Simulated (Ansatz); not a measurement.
```
Nb N
1.0
     4.38900    0.00000    0.00000
     0.00000    4.38900    0.00000
     0.00000    0.00000    4.38900
Nb N
4 4
Direct
  0.50000 0.00000 0.00000
  0.00000 0.50000 0.00000
  0.00000 0.00000 0.50000
  0.50000 0.50000 0.50000
  0.00000 0.00000 0.00000
  0.50000 0.50000 0.00000
  0.50000 0.00000 0.50000
  0.00000 0.50000 0.50000
```

Space group Fm-3m; the calculation finds a residual pressure of about 7 GPa at this fixed cell.

All numbers below come from DFT PBE, scalar-relativistic, plane waves, PAW (Ansatz).

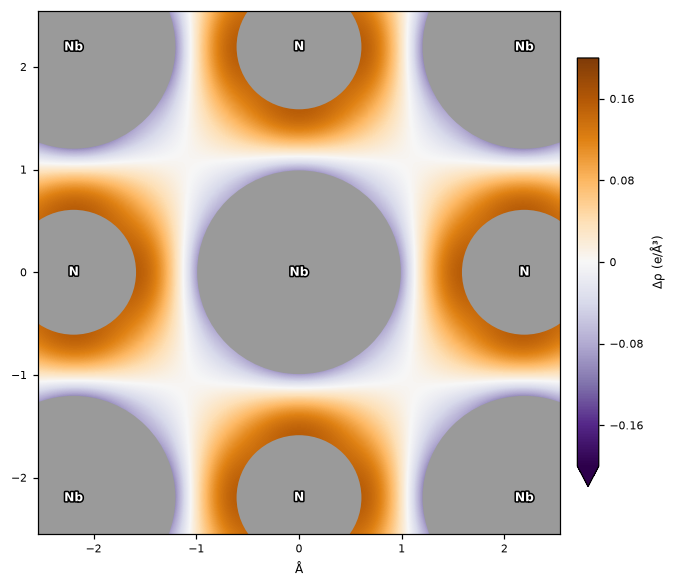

NbN. Density of the crystal less the sum of free-atom densities: a map on the (010) plane of the conventional cell, with grey discs over the atomic cores. Cores are masked to 1.0 Å (Nb) and 0.6 Å (N).

In a PAW calculation such maps are meaningful between the atoms, not at the nuclei.

Q: Read the map: where is density gained and where lost?

A: N–Nb (2.19 Å): Δρ is −0.02 e/Å³ at the midpoint (close to a masked core, so read it with care). Nb–Nb (3.10 Å): Δρ is about zero at the midpoint. Over the whole cell, outside the masked cores, the largest gain lies at the edge of the masked core of N, and the largest loss lies at the edge of the masked core of Nb. The rearranged charge, half the integral of |Δρ|, is about 0.29 e an atom. Bader charges: Nb +1.76 and N −1.76 e.

Q: Metal or insulator at this level?

A: It is a metal at this level of theory.

Cost of the run: 18 s on 1 thread of Arm Neoverse N1 (shared host), peak memory 0.29 GiB.
